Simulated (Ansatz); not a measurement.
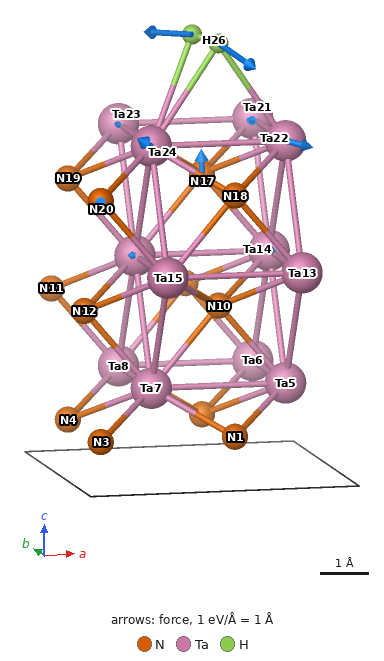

Starting geometry of a slab of composition Ta6HN6 (cut from the P-6m2 phase) with the computed forces as blue arrows. A ball-and-stick model of the cell of the calculation, outlined in the plane, without the vacuum (origin shifted), seen slightly off an axis.

Case: 1 H2 a cell, tilted, over a hollow Ta-Ta site. The slab is the (1 0 0) face of TaN with H2 on it. 12 atoms are held fixed.

Theory: DFT PBE+D3(BJ), scalar-relativistic, plane waves, PAW (Ansatz 0.2.0). Settings: plane-wave cutoff 420 eV; k-point mesh 3 × 3 × 1; occupations gaussian; smearing width 0.1 eV; no spin polarisation; dipole correction; atoms relaxed in a fixed cell; force threshold 0.04 eV/Å; at most 100 steps.

Question: Is this structure relaxed? If not, where do the atoms go?

Answer: It isn't relaxed: the largest force vector, on H atoms, is 1.37 eV/Å. The final displacements follow the starting forces only in part (cosine between the two patterns 0.59). The atom that moves furthest is an H atom (1.68 Å at 57° to the normal (−c side)). Largest moves by element: H 1.68 Å, Ta 0.06 Å, N 0.02 Å. The cell doesn't change. Among the contacts that change: H–H 0.750 → 2.254 Å, H–Ta 3.369 → 1.916 Å, H–Ta 2.563 → 1.915 Å, H–Ta 2.522 → 1.933 Å. New bonds form, among them: H–Ta (3.37 → 1.92 Å). Over 12 geometry steps the energy falls by 2.485 eV per cell of the calculation. The largest force component goes from 1.2 to 0.021 eV/Å.

Limits of the set-up: the periodic images lie only 5.8 Å apart, so the values are limited by the cell's size.
